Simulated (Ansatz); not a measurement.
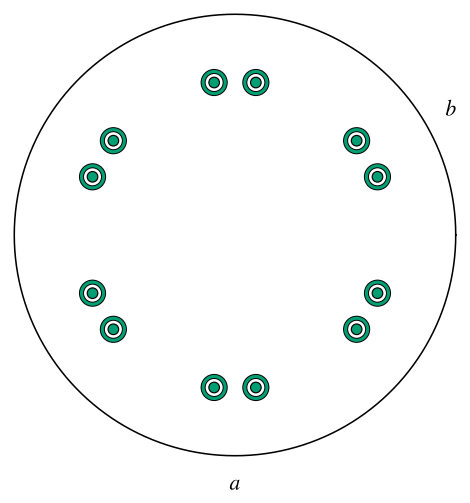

Stereographic projection: filled dots lie in the upper hemisphere, open rings in the lower. The c axis points at the viewer. The poles are all faces of one general form. Computed from the symmetry operations of a computed or model structure of composition BN.

**Name the crystal class.**

6/mmm (D6h), order 24, hexagonal system: one sixfold axis, six twofold axes, seven mirror planes, an inversion centre.

**Can such a crystal be piezoelectric, pyroelectric or chiral?**

It is centrosymmetric, so neither piezoelectric nor pyroelectric; it is not chiral.
